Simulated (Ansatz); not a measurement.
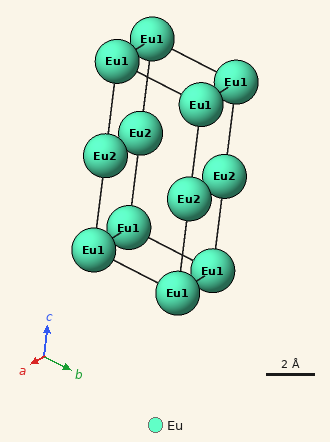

Figure 1. The structure as given in the input (spheres-only view of the cell of the calculation, seen slightly off an axis; atoms are numbered from 1 in the order of the input).

# Single-point calculation of Eu

The run: single-point calculation of Eu (Im-3m, 2 atoms in the cell). Method and program: DFT, r2SCAN, plane waves, PAW, spin-polarised (Ansatz 0.2.0).

The structure derives from an entry of the Crystallography Open Database. Some settings of this run were made unusual or wrong on purpose. Figures and captions count atoms from 1; the log counts them from 0 in places.

## Log
```
Warning: where an SCF of this run starts from atoms to list the orders of its open shells, Eu (sites 0, 1, from 0) starts with 6.32 μB on its 4f shell and 0.68 μB on its 5d shell, in the place of the 7.30 μB that the deck gives it: its open shells can hold no more by Hund's first rule. To start from spheres of the given moment, type scf.initial_density.shell_occupations: []
band count auto-derived: 48 (N_el = 34.0; filled up to band 17; 30 by the electrons, moments and atoms)
Engine: ansatz 0.2.0, x86_64-unknown-linux-gnu
Pseudopotentials: kind: paw
Pseudopotential: Eu, paw, valence charge 17, recommended cutoff 500 eV (meta_gga), Eu.paw.azcp
Functional definition: r2SCAN
  parameter k0 = 0.174
  parameter k1 = 0.065
  parameter a1 = 4.9479
  exchange = r2scan_x(k0 = k0, k1 = k1, a1 = a1)
  correlation = r2scan_c
Crystal: 2 atoms, lattice volume = 98.556 Å³
Basis set: ecut = 500 eV, 2501 PW (Γ), exchange–correlation on 120×120×240 points (64 copies of the dense FFT grid, shifted against one another)
Bands: 48, of which v1, the nominal top of the filled ones, is band 17 counted from 1 (16 counted from 0)
Symmetry: 16 space group operations
Space group: Im-3m (ITA 229), of the structure as read, at distance tolerance 4.6e-5 Å
Magnetic group: BNS 229.140 (UNI 1642), of the structure as read, at distance tolerance 4.6e-5 Å
k-points: 26 of 108
Non-local potential: Eu, projectors of the file, l = 0: 3, l = 1: 2, l = 2: 2, l = 3: 3
PAW form: soft (Blöchl's): semilocal exchange-correlation on the pseudo side does not see the compensation charge
PAW frozen core: Eu, regenerated for the run's functional (the file was generated under x = pbe(κ = 0.804, μ = 0.2195149727645171), c = pbe(β = 0.06672455060314922))
PAW one-centre angular grid: Eu, 2702 points (default); XC on 160 Gauss nodes
Initial density: superposition of atomic densities (chi_scale 0.1, normalization cell)
Starting moments: Σ|m| = 14.6 μB on 2 of 2 sites
Initial wavefunctions: pseudopotential atomic-orbital guess
Functional: x = r2scan, c = r2scan; τ floored in thin density (d = 2e-4 eV/Å³)
iter 1 solved again at ethr=7.00e-4 eV; its pass at ethr=3.10e-3 eV (dr2=2.38e-1 eV) is discarded
SCF iter   1: F=—  HF=-17566.378534 eV  |F-HF|=—  |Δ(HF+E_count)|=         —  Δρ=1.66e-2 (↑1.66e-2 ↓1.40e-2)  dr2=2.52e-1  dr2_τ=3.88e-3  dr2_m=1.64e-1  M=13.498 μB ∫|m|=13.498 μB  β_m=1.00  ethr=7.00e-4  ⟨swp⟩=2.4  Hψ=15731  notcnv=0
Mixer restart at iter 1: flushing history
preconditioner: auto → Kerker (q_TF=auto, 2.285 Å⁻¹)  [metal: Δε(μ)=0.025 eV  Ē_g=9.473 eV  σ=1.000 eV  W_gap=0.01  n_scr=22 (ndim 8)  ℏωp=15.9 eV  f_vac=0.000  D(μ)=3.94/eV (n_scr^D=30)]
spin=Collinear: Kerker preconditioning applied to the charge; magnetization (m = ρ↑ − ρ↓) channel mixes plain (no charge-response kernel on spin).
SCF iter   2: F=—  HF=-17566.763805 eV  |F-HF|=—  |Δ(HF+E_count)|=   3.85e-1  Δρ=5.34e-3 (↑3.90e-3 ↓5.34e-3)  dr2=3.89e-2  dr2_τ=2.84e-3  dr2_m=1.09e-2  M=13.317 μB ∫|m|=13.317 μB  β_m=1.00  ethr=7.00e-4  ⟨swp⟩=2.0  Hψ=4720  notcnv=0  κ⁻¹=1.0e0(r=1)
SCF iter   3: F=—  HF=-17566.805682 eV  |F-HF|=—  |Δ(HF+E_count)|=   4.19e-2  Δρ=2.38e-3 (↑2.38e-3 ↓2.38e-3)  dr2=1.70e-2  dr2_τ=4.01e-4  dr2_m=2.14e-4  M=13.273 μB ∫|m|=13.273 μB  β_m=1.00  ethr=1.14e-4  ⟨swp⟩=2.0  Hψ=4202  notcnv=0  κ⁻¹=4.9e-2(r=2)
SCF iter   4: F=—  HF=-17566.868421 eV  |F-HF|=—  |Δ(HF+E_count)|=   6.27e-2  Δρ=1.78e-3 (↑1.78e-3 ↓1.66e-3)  dr2=7.31e-3  dr2_τ=1.62e-4  dr2_m=5.68e-4  M=13.262 μB ∫|m|=13.262 μB  β_m=1.00  ethr=5.00e-5  ⟨swp⟩=2.0  Hψ=3301  notcnv=0  κ⁻¹=2.7e-3(r=3)
SCF iter   5: F=—  HF=-17566.920134 eV  |F-HF|=—  |Δ(HF+E_count)|=   5.17e-2  Δρ=1.60e-3 (↑1.60e-3 ↓6.41e-4)  dr2=3.49e-3  dr2_τ=4.19e-5  dr2_m=4.14e-4  M=13.272 μB ∫|m|=13.272 μB  β_m=1.00  ethr=2.15e-5  ⟨swp⟩=2.3  Hψ=4858  notcnv=0  κ⁻¹=7.3e-4(r=4)
SCF iter   6: F=—  HF=-17566.928655 eV  |F-HF|=—  |Δ(HF+E_count)|=   8.52e-3  Δρ=1.45e-3 (↑1.45e-3 ↓5.68e-4)  dr2=2.67e-3  dr2_τ=1.95e-5  dr2_m=2.11e-4  M=13.275 μB ∫|m|=13.275 μB  β_m=1.00  ethr=1.03e-5  ⟨swp⟩=2.0  Hψ=3261  notcnv=0  κ⁻¹=1.2e-4(r=5)
SCF iter   7: F=—  HF=-17566.936684 eV  |F-HF|=—  |Δ(HF+E_count)|=   8.03e-3  Δρ=3.78e-4 (↑3.78e-4 ↓1.51e-4)  dr2=3.23e-4  dr2_τ=3.29e-6  dr2_m=2.01e-5  M=13.282 μB ∫|m|=13.282 μB  β_m=1.00  ethr=7.85e-6  ⟨swp⟩=2.0  Hψ=4257  notcnv=0  κ⁻¹=2.1e-5(r=6)
SCF iter   8: F=—  HF=-17566.936583 eV  |F-HF|=—  |Δ(HF+E_count)|=   1.02e-4  Δρ=1.84e-4 (↑1.84e-4 ↓1.61e-4)  dr2=1.66e-4  dr2_τ=1.96e-6  dr2_m=5.47e-6  M=13.287 μB ∫|m|=13.287 μB  β_m=1.00  ethr=9.49e-7  ⟨swp⟩=2.4  Hψ=4400  notcnv=0  κ⁻¹=1.1e-5(r=7)
SCF iter   9: F=—  HF=-17566.936510 eV  |F-HF|=—  |Δ(HF+E_count)|=   7.22e-5  Δρ=1.23e-4 (↑1.23e-4 ↓1.12e-4)  dr2=4.17e-5  dr2_τ=4.99e-7  dr2_m=1.28e-6  M=13.288 μB ∫|m|=13.288 μB  β_m=1.00  ethr=4.89e-7  ⟨swp⟩=2.4  Hψ=4266  notcnv=0  κ⁻¹=1.1e-5(r=8)
SCF iter  10: F=—  HF=-17566.936645 eV  |F-HF|=—  |Δ(HF+E_count)|=   1.34e-4  Δρ=4.63e-5 (↑4.63e-5 ↓3.88e-5)  dr2=4.26e-6  dr2_τ=3.31e-7  dr2_m=2.09e-7  M=13.286 μB ∫|m|=13.286 μB  β_m=1.00  ethr=1.23e-7  ⟨swp⟩=2.0  Hψ=4522  notcnv=0  κ⁻¹=1.8e-5(r=8)
SCF iter  11: F=—  HF=-17566.936659 eV  |F-HF|=—  |Δ(HF+E_count)|=   1.46e-5  Δρ=2.49e-5 (↑2.49e-5 ↓1.60e-5)  dr2=1.05e-6  dr2_τ=5.13e-8  dr2_m=5.35e-8  M=13.286 μB ∫|m|=13.286 μB  β_m=1.00  ethr=1.25e-8  ⟨swp⟩=2.1  Hψ=4470  notcnv=0  κ⁻¹=3.7e-5(r=8)
SCF iter  12: F=—  HF=-17566.936667 eV  |F-HF|=—  |Δ(HF+E_count)|=   7.72e-6  Δρ=5.32e-6 (↑5.32e-6 ↓3.76e-6)  dr2=2.56e-8  dr2_τ=1.21e-9  dr2_m=1.18e-8  M=13.286 μB ∫|m|=13.286 μB  β_m=1.00  ethr=3.08e-9  ⟨swp⟩=2.1  Hψ=4366  notcnv=0  κ⁻¹=1.1e-5(r=8)
SCF iter  13: F=—  HF=-17566.936667 eV  |F-HF|=—  |Δ(HF+E_count)|=   1.78e-7  Δρ=9.32e-6 (↑9.32e-6 ↓2.71e-6)  dr2=1.00e-7  dr2_τ=1.10e-9  dr2_m=1.14e-8  M=13.286 μB ∫|m|=13.286 μB  β_m=1.00  ethr=7.53e-11  ⟨swp⟩=2.8  Hψ=4787  notcnv=0  κ⁻¹=2.1e-6(r=8)
SCF iter  14: F=—  HF=-17566.936666 eV  |F-HF|=—  |Δ(HF+E_count)|=   2.44e-7  Δρ=1.69e-6 (↑1.53e-6 ↓1.69e-6)  dr2=4.27e-9  dr2_τ=5.43e-10  dr2_m=4.80e-10  M=13.286 μB ∫|m|=13.286 μB  β_m=1.00  ethr=7.53e-11  ⟨swp⟩=2.5  Hψ=4697  notcnv=0  κ⁻¹=1.9e-7(r=8)
SCF iter  15: F=-17566.936666 eV  HF=-17566.936666 eV  |F-HF|=2.30e-8  |Δ(HF+E_count)|=   3.53e-8  Δρ=1.87e-6 (↑1.80e-6 ↓1.87e-6)  dr2=8.81e-9  dr2_τ=5.14e-11  dr2_m=5.57e-11  M=13.286 μB ∫|m|=13.286 μB  ethr=1.26e-11  ⟨swp⟩=4.5  Hψ=10368  notcnv=0
SCF 1 converged in 15 iterations: F = -17566.936666 eV  dr2 = 8.81e-9
  greatest PAW one-centre occupation: 0.995 electrons in one spin orbital (limit 2), on the Eu atom at site 1 (counted from 0), in its partial waves of l = 0
```

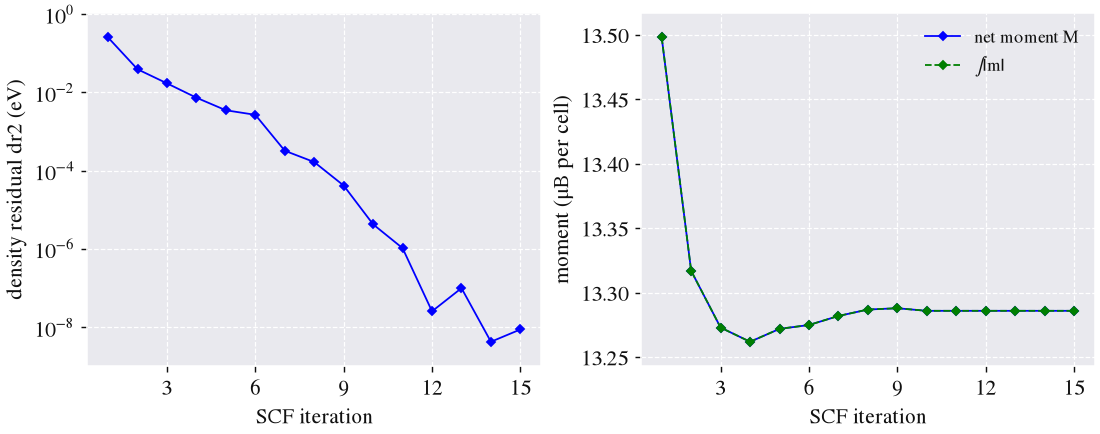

Figure 2. Convergence of the self-consistent field: density residual dr2 and magnetic moment against the SCF iteration. The residual falls unevenly and jumps up by a factor of two or more 2 times on the way down. The net moment goes from 13.5 to 13.3 μB per cell.

```
this state was not tested for a lower state beside it, because the mixer in use, unlike msr1, does not test its closes by its own steps (another_mixer; see scf.mixing.algorithm and scf.lower_state_search)
SCF converged after 15 iterations
Magnetization: 13.2862 μB (23.6431 up, 10.3569 down)
Absolute magnetization: 13.2862 μB (∫|ρ↑−ρ↓|)
Spin contamination: 0.4721 ħ² per cell (⟨S²⟩ above its minimum at these occupations)
Per-site moments (μB) at R_I (Å): [(6.455997808648821, 1.6501175828015338), (6.455997808648821, 1.6501175828015338)]
Free energy (F): -17566.936666 eV
Harris-Foulkes:  -17566.936666 eV  (|F-HF|=2.30e-8)
Internal energy: -17553.458670 eV  (E = F + TS)
E sigma→0 (E₀):  -17560.197668 eV
Entropy (-TS):   -13.477997 eV (-6738.998 meV/atom)
Fermi energy:    7.279008 eV
--- Per-component energies (eV) ---
  E_band       = -196.988917
  E_kinetic    = 714.113840
  E_local      = -4536.834847  (includes V_loc(G=0)·N_el)
  E_nonlocal   = 904.446496
  E_hartree    = 1777.812166
  E_xc         = -344.746546
  E_vxc        = -455.741244  (∫ρ·V_xc dr)
  E_paw        = -12790.129611  (= ΣΔE_a)
  E_vpaw       = -405.711800  (= ΣTr[D̂ρ^β])
  E_aug_tail   = 0.000000  (compensation charges beyond the density's cutoff)
  E_vtau       = 27.106642  (kinetic-family band-sum trace: ∫τ·v_τ [+ j·A + Jᵃ·Aᵃ] dr)
  E_ewald      = -3278.681656
  E_core_change = 0.561487  (= ΣΔE_core)
  E_smearing   = -13.477997  (= −TS)
  E_closure    = -0.000000  (closes the sum)
  Σ components = -17566.936666   (vs F -17566.936666, Δ=0.00e0)
--- Forces (eV/Å), atoms counted from 1 ---
  atom   1  Eu     0.00000000     0.00000000    -0.00000000
  atom   2  Eu     0.00000000     0.00000000    -0.00000000
  max |Σ_I F_I| component: 2.60e-29 eV/Å
--- Stress (GPa, compression-positive) ---
       -1.029239      -0.000000       0.000000
       -0.000000      -1.029239       0.000000
        0.000000       0.000000      -1.029239
  P = ⅓ Tr σ = -1.0292 GPa (-10.292 kbar)
--- Band table (eV; the first three rows and the last of 52) ---
  k-point 0 ↑: bands = ["-36.6419", "-36.6257", "-14.7393", "-14.5790", "-14.4983", "-14.4983", "-14.4983", "-14.4981", "3.2130", "5.0053", "5.0053", "5.0053", "5.0108", "5.0301", "5.0307", "5.0731", "5.0802", "5.0866", "5.0903", "5.0903", "5.0903", "5.1007", "5.1184", "5.9419", "7.8225", "7.9983", "9.1986", "9.1986", "9.1986", "10.6186", "10.7694", "10.7694", "11.2059", "12.4245", "13.6355", "14.6643", "16.3489", "16.7359", "16.7359", "16.7359", "20.6689", "21.4113", "21.5550", "21.8719", "21.8719", "22.3359", "22.3359", "22.3359"]
  k-point 1 ↑: bands = ["-36.6378", "-36.6298", "-14.6806", "-14.5601", "-14.5590", "-14.5186", "-14.4982", "-14.4981", "3.7596", "5.0108", "5.0138", "5.0160", "5.0201", "5.0336", "5.0459", "5.0538", "5.0580", "5.0769", "5.0807", "5.0827", "5.0849", "5.1004", "5.1039", "5.1040", "8.0677", "8.2523", "8.8413", "8.9089", "9.7430", "10.4470", "10.6103", "10.7922", "10.9894", "11.1909", "15.0134", "15.5695", "16.9330", "17.3670", "17.7227", "18.1755", "19.5688", "19.7114", "19.9879", "20.5684", "20.9042", "21.0243", "21.9624", "22.9620"]
  k-point 2 ↑: bands = ["-36.6378", "-36.6257", "-14.7090", "-14.5915", "-14.5601", "-14.5186", "-14.5172", "-14.4982", "3.7596", "5.0108", "5.0160", "5.0201", "5.0212", "5.0256", "5.0364", "5.0678", "5.0764", "5.0769", "5.0798", "5.0807", "5.0849", "5.0882", "5.1040", "6.0983", "7.6627", "8.0055", "8.8413", "8.9089", "9.7430", "10.4470", "10.5401", "10.7922", "11.1552", "12.3745", "13.4811", "15.3995", "16.3355", "16.9330", "17.3670", "17.7227", "19.5688", "19.7114", "19.8203", "21.0243", "21.0304", "22.2839", "22.9620", "24.0653"]
  k-point 25 ↓: bands = ["-33.2488", "-33.2402", "-12.3058", "-12.2579", "-12.2045", "-12.1804", "-12.1453", "-12.0711", "7.2335", "7.5957", "7.6103", "8.1885", "9.4871", "10.1593", "10.2179", "10.4917", "10.8130", "10.8694", "10.8982", "10.9085", "11.0627", "11.0801", "11.0976", "11.1062", "11.1171", "11.1237", "11.1633", "11.4235", "11.5536", "11.5978", "12.8412", "13.1225", "13.5832", "13.8255", "14.5186", "14.9431", "15.2951", "16.8839", "17.2804", "18.2615", "20.3922", "20.5049", "20.6407", "23.0845", "23.4656", "23.5362", "23.9033", "25.1907"]
```

The run was set up as follows.

## The input
```yaml
crystal:
  lattice:
    - [-2.30956565, 2.30956565, 2.30956565]
    - [2.30956565, -2.30956565, 2.30956565]
    - [4.6191313, 4.6191313, -4.6191313]
  atoms:
    - { symbol: Eu, position: [0.0, 0.0, 0.0], spin: 7.3 }
    - { symbol: Eu, position: [0.0, 0.0, 0.5], spin: 7.3 }
kpoints:
  mp_grid: { grid: [6, 6, 3], shift: [0, 0, 0] }
magnetization:
  spin_polarized: true
scf:
  occupations: { method: fermi_dirac, width: 1.0 }
  max_iter: 50
hamiltonian:
  pseudopotentials: { kind: paw }
  xc: r2scan
basis:
  ecutwfc: 500
output:
  forces: true
  stress: true
  eigenvalues: true
```

Run as:
```bash
ansatz run input.yaml --threads 1 --pin off --max-ram 2560MiB --backend cpu --events-out ev --progress --plain --runs-dir out
```

## What the run reported

| quantity | value |
| --- | --- |
| outcome | converged |
| space group (tolerance 0.01 Å) | Im-3m (229) |
| electrons treated | 34 |
| free energy | −17566.9367 eV |
| Fermi energy | 7.279 eV |
| net moment of the cell | 13.29 μB |
| integrated absolute moment | 13.29 μB |
| pressure | −1.03 GPa |
| largest force (length of the vector) | under 0.001 eV/Å |
| hardware | 1 thread of an x86-64 CPU, shared host |
| wall time | 24 s |
| peak memory | 0.77 GiB |

This input holds a deliberate fault: a smearing of electronvolts (`scf.occupations`). So wide a smearing fills empty bands and washes out gaps and moments. The program still converged, but the numbers can't be taken as results for the intended system. Warnings of the run: the state was not tested for a lower one.
